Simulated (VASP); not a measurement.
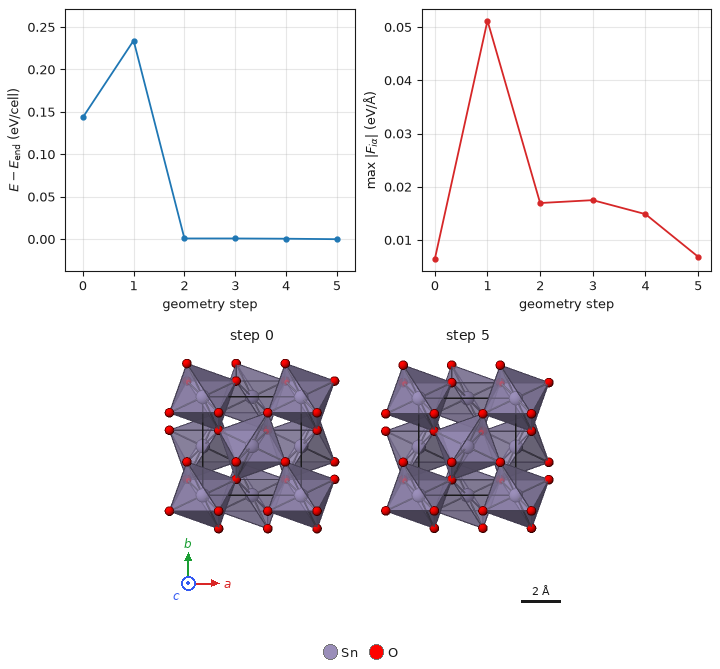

First and last geometry of a relaxation of crystalline SnO₂ (set up in Pa-3), with the history of the run. The picture is a polyhedral view of the cell of the calculation, seen along the c axis.

The run lets cell and atoms move.

Method: Kohn-Sham DFT of a periodic cell, r2SCAN, VASP PAW PBE potentials, recommended (VASP).

The input:
```
  PREC = Accurate
  ENCUT = 600
  EDIFF = 1E-6
  ISMEAR = 0
  SIGMA = 0.02
  LREAL = False
  LASPH = True
  NELM = 80
  ALGO = Normal
  ISIF = 3
  LWAVE = False
  LCHARG = False
  METAGGA = R2SCAN
  LMIXTAU = True
  IBRION = 2
  NSW = 40
  EDIFFG = -0.02
  KPAR = 4
```

Launched with:
```bash
cat potpaw_PBE.64/Sn_d/POTCAR potpaw_PBE.64/O/POTCAR > POTCAR
mpirun -np 4 vasp_std > vasp.out
```

**What do the curves and the structures tell?**

It converged. The largest moves relative to the cell, 0.005 Å, are those of O atoms. Sn stays in place. The volume changes by −3.9 %, with a = b = c 5.175 → 5.107 Å (−1.3 %). Some distances before and after: O–Sn 2.113 → 2.086 Å. The space group stays Pa-3 (No. 205). Over 5 geometry steps the energy falls by 0.144 eV per cell of the calculation. The largest force component goes from 0.0064 to 0.0069 eV/Å. The pressure goes from −8.24 to 0.06 GPa. At step 1 the optimiser overshot: the energy rose above the start, and later steps came back.

| step | E − E(0), meV/atom | largest force component, eV/Å | pressure, GPa | volume, Å³/atom |
| --- | --- | --- | --- | --- |
| 0 | 0.00 | 0.0064 | -8.24 | 11.551 |
| 1 | 7.55 | 0.0512 | 12.49 | 10.586 |
| 2 | -11.89 | 0.0170 | -0.13 | 11.112 |
| 3 | -11.89 | 0.0175 | 0.05 | 11.103 |
| 4 | -11.91 | 0.0149 | 0.06 | 11.103 |
| 5 | -11.96 | 0.0069 | 0.06 | 11.101 |
